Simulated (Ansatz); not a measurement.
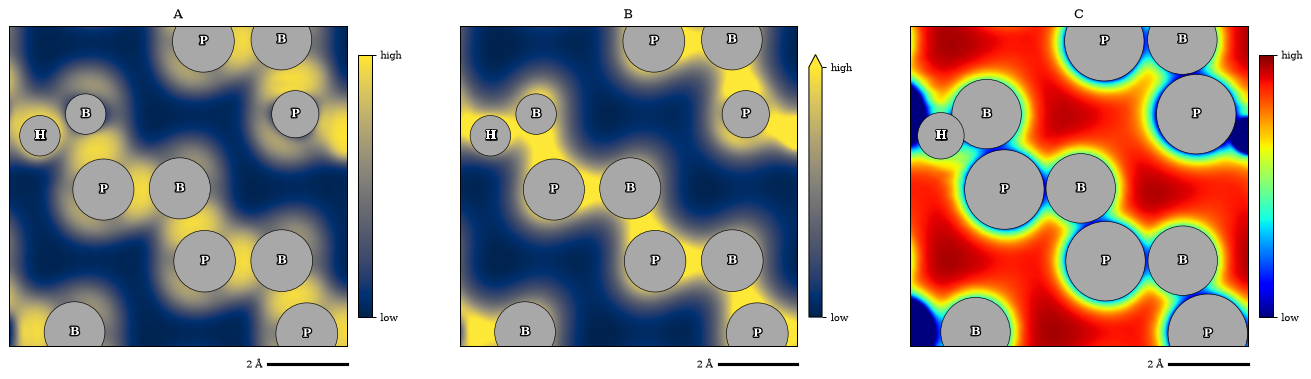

B$_{16}$P$_{16}$H (cell charge +1, with a compensating background) (cell with a defect): 3 fields on the (001) plane of the calculation cell, with unlabelled colour scales. Grey discs cover the atomic cores.

Method: DFT PBE, scalar-relativistic, plane waves, PAW in Ansatz 0.2.0.

```
B P H
1.0
     4.54819    4.54819   -4.54819
    -4.54819   -4.54819   -4.54819
    -4.54819    4.54819    4.54819
B P H
16 16 1
Cartesian
  -2.3005 0.0446 -2.2633
  -0.0354 2.3185 -2.2585
  2.2524 4.5883 -2.2635
  -2.3165 4.5717 -2.3020
  -4.5750 0.0413 0.0014
  -2.2860 2.3140 -0.0036
  -4.5702 -0.0056 -4.5013
  -2.2975 2.3128 -4.5512
  -4.5698 -2.2444 -2.2577
  -0.0261 0.0529 -4.5508
  2.2041 2.3194 -4.5031
  -4.4134 2.4745 2.1123
  -6.8120 0.0761 -2.2764
  -4.5679 2.3204 -2.2724
  -0.0274 0.0428 -0.0030
  -2.2991 -2.2348 -4.5467
  -1.1811 -1.0675 -3.4316
  1.0852 1.1771 -3.3792
  3.3908 3.4482 -3.4044
  -1.1546 3.4457 -3.4120
  -3.4402 -1.0988 -1.1347
  -1.1617 1.1795 -1.1345
  1.1088 3.4484 -1.1346
  -1.1607 1.1778 -5.6819
  -3.4427 -3.3630 -3.4120
  -3.4432 3.4449 -1.1240
  -1.3401 5.5490 -0.9589
  -3.4064 1.1600 1.1147
  -5.7112 -1.1242 -3.3781
  -3.4404 1.1825 -3.4044
  -7.9197 -1.0311 -1.1322
  -5.6937 1.1949 -1.1298
  -0.2949 6.5605 -1.3163
```

Q: The panels show electron localisation function, electrostatic potential energy of an electron and valence pseudo-density in some order. Assign them.

A: Panel A: electron localisation function. Panel B: valence pseudo-density. Panel C: electrostatic potential energy of an electron (low next to the atoms, rising into the space between them).
